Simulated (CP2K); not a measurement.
System: Te.

Input

```
&GLOBAL
  PROJECT te_charges
  RUN_TYPE ENERGY_FORCE
  PRINT_LEVEL LOW
&END GLOBAL
&FORCE_EVAL
  METHOD QS
  STRESS_TENSOR ANALYTICAL
  &DFT
    BASIS_SET_FILE_NAME BASIS_MOLOPT_UZH
    POTENTIAL_FILE_NAME POTENTIAL_UZH
    &MGRID
      CUTOFF 675
      REL_CUTOFF 60
      NGRIDS 5
    &END MGRID
    &QS
      METHOD GPW
      EPS_DEFAULT 1.0E-9
    &END QS
    &KPOINTS
      SCHEME MONKHORST-PACK 7 7 5
      GAMMA_CENTERED T
      SYMMETRY T
      SYMMETRY_BACKEND SPGLIB
    &END KPOINTS
    &SCF
      SCF_GUESS ATOMIC
      EPS_SCF 1.0E-6
      MAX_SCF 100
      ADDED_MOS 12
      CHOLESKY OFF
      EPS_EIGVAL 1.0E-7
      &DIAGONALIZATION ON
        ALGORITHM STANDARD
      &END DIAGONALIZATION
      &MIXING ON
        METHOD BROYDEN_MIXING
        ALPHA 0.4
        BETA 1.5
        NBUFFER 8
      &END MIXING
      &SMEAR ON
        METHOD FERMI_DIRAC
        ELECTRONIC_TEMPERATURE [K] 580.226
      &END SMEAR
    &END SCF
    &XC
      &XC_FUNCTIONAL
        &GGA_X_OPTX
        &END GGA_X_OPTX
        &GGA_C_LYP
        &END GGA_C_LYP
      &END XC_FUNCTIONAL
    &END XC
    &PRINT
      &KPOINTS ON
      &END KPOINTS
      &MULLIKEN ON
      &END MULLIKEN
      &MO ON
        ENERGIES T
        OCCUPATION_NUMBERS T
        &EACH
          QS_SCF 0
        &END EACH
        ADD_LAST NUMERIC
      &END MO
      &LOWDIN ON
      &END LOWDIN
      &HIRSHFELD ON
        SHAPE_FUNCTION DENSITY
      &END HIRSHFELD
      &VORONOI ON
        VORONOI_RADII COVALENT
      &END VORONOI
      &E_DENSITY_CUBE ON
        STRIDE 1
      &END E_DENSITY_CUBE
      &V_HARTREE_CUBE ON
        STRIDE 1
      &END V_HARTREE_CUBE
      &ELF_CUBE ON
        STRIDE 1
      &END ELF_CUBE
    &END PRINT
  &END DFT
  &SUBSYS
    &CELL
      A 4.4540000000 0.0000000000 0.0000000000
      B -2.2270000000 3.8572771485 0.0000000000
      C 0.0000000000 0.0000000000 5.9240000000
      PERIODIC XYZ
    &END CELL
    &COORD
      SCALED
      Te  0.7310000000 0.7310000000 0.0000000000
      Te  0.0000000000 0.2690000000 0.6666666667
      Te  0.2690000000 0.0000000000 0.3333333333
    &END COORD
    &KIND Te
      BASIS_SET TZVP-MOLOPT-PBE-GTH-q6
      POTENTIAL GTH-PBE-q6
    &END KIND
    &PRINT
      &ATOMIC_COORDINATES ON
      &END ATOMIC_COORDINATES
      &CELL ON
      &END CELL
      &SYMMETRY ON
      &END SYMMETRY
    &END PRINT
  &END SUBSYS
  &PRINT
    &FORCES ON
    &END FORCES
    &STRESS_TENSOR ON
    &END STRESS_TENSOR
  &END PRINT
&END FORCE_EVAL
```

Launched as:

```sh
OMP_NUM_THREADS=1 cp2k.psmp -i te_charges.inp -o te_charges.out
```

Below, planes, directions and counts refer to the conventional cell (a = 4.45 Å, b = 4.45 Å, c = 5.92 Å, α = 90.00°, β = 90.00°, γ = 120.00°).

Space group P3₁21; computed pressure about 3 GPa in this cell.

Level of theory: CP2K, Kohn-Sham DFT of a periodic cell, OLYP, GTH-PBE with UZH-TZVP basis.

> Predict the valence pseudo-density and electron localisation function between the atoms.

Te–Te (2.86 Å): ρ is about 0.36 e/Å³ halfway; the ELF peaks at about 0.80 between the atoms: a covalent bond.

> Metal or insulator at this level of theory?

It is gapped, with a Kohn–Sham gap of 0.70 eV on the k-point mesh (the band edges may lie off the mesh, which would make the gap smaller).

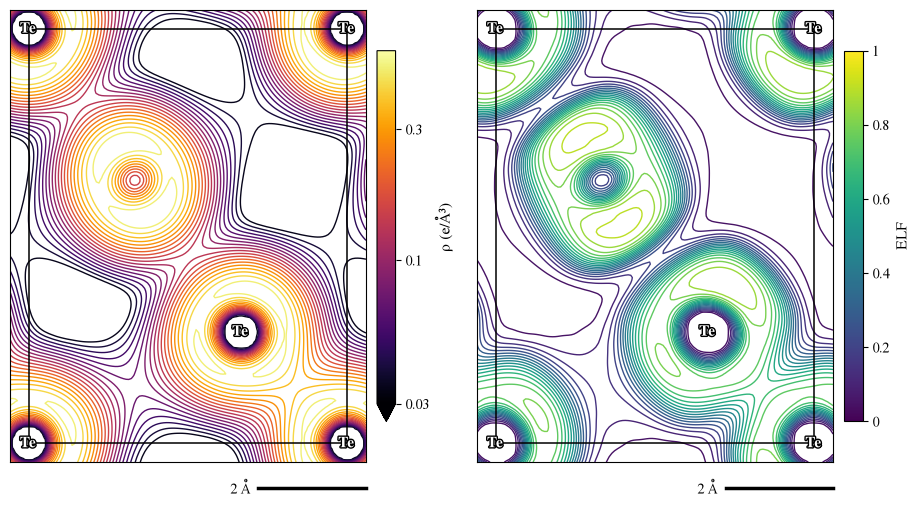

Computed valence pseudo-density and electron localisation function on the (110) plane of the conventional cell, in this order. Atoms just off the plane (Te, 0.4 Å away) can leave unmarked features too.

Core electrons are replaced by pseudopotentials, and the valence fields are smoothed inside the atomic spheres.
